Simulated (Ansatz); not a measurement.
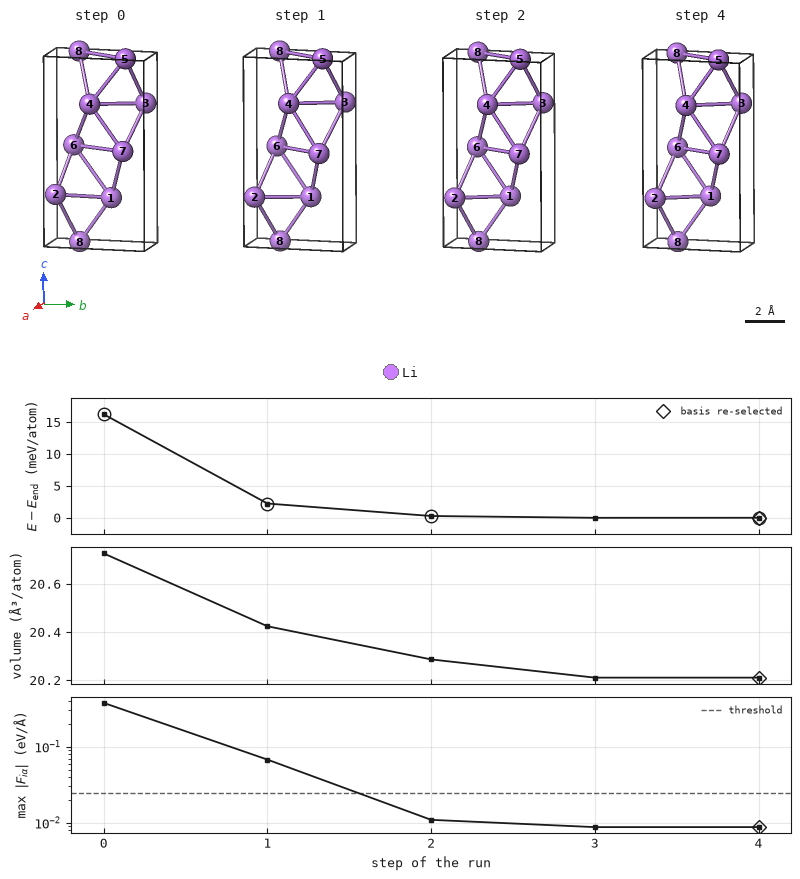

Frames of a relaxation of solid Li (a generated structure, set up in P1) (coarse preliminary run), marked on the history of the run. Style: ball-and-stick. Shown: the cell of the calculation, slightly off an axis.

Method: DFT PBE, scalar-relativistic, plane waves, PAW (Ansatz 0.2.0). Settings: plane-wave cutoff 420 eV; k-point mesh 8 × 4 × 2; occupations gaussian; smearing width 0.2 eV; no spin polarisation; cell and atoms relaxed; force threshold 0.025 eV/Å; at most 60 steps.

**What happens along the run?**

The largest move relative to the cell is that of Li6, 0.27 Å roughly along [−3 3 −1]. Cell: a 3.065 → 3.130 Å (+2.1 %), b 5.382 → 5.195 Å (−3.5 %), c 10.054 → 9.943 Å (−1.1 %), α 90.4° → 90.8°, β 89.4° → 90.0°, γ 88.9° → 89.8°. Volume −2.5 %. Among the contacts that change: Li6–Li7 3.368 → 3.029 Å, Li1–Li6 3.379 → 3.057 Å, Li2–Li8 3.338 → 3.059 Å, Li5–Li8 3.304 → 3.030 Å. The space group stays P1 (No. 1). After 3 accepted moves (4 points after the start) the energy has fallen by 16.2 meV per atom. Largest force component: 0.38 eV/Å at the start, 0.0088 eV/Å at the end. The pressure goes from −0.13 to 0.02 GPa. The SCF was repeated once at an unchanged geometry on a basis and grid sized afresh for the cell, which shifted the energy by less than 0.05 meV per atom at most. From step 0 to 1: Li6 moves most (0.19 Å), volume −1.5 %, energy −14.0 meV per atom. From step 1 to 2: Li1 moves most (0.10 Å), volume −0.7 %, energy −2.0 meV per atom. From step 2 to 4: Li1 moves most (0.06 Å), volume −0.4 %, energy −0.3 meV per atom.
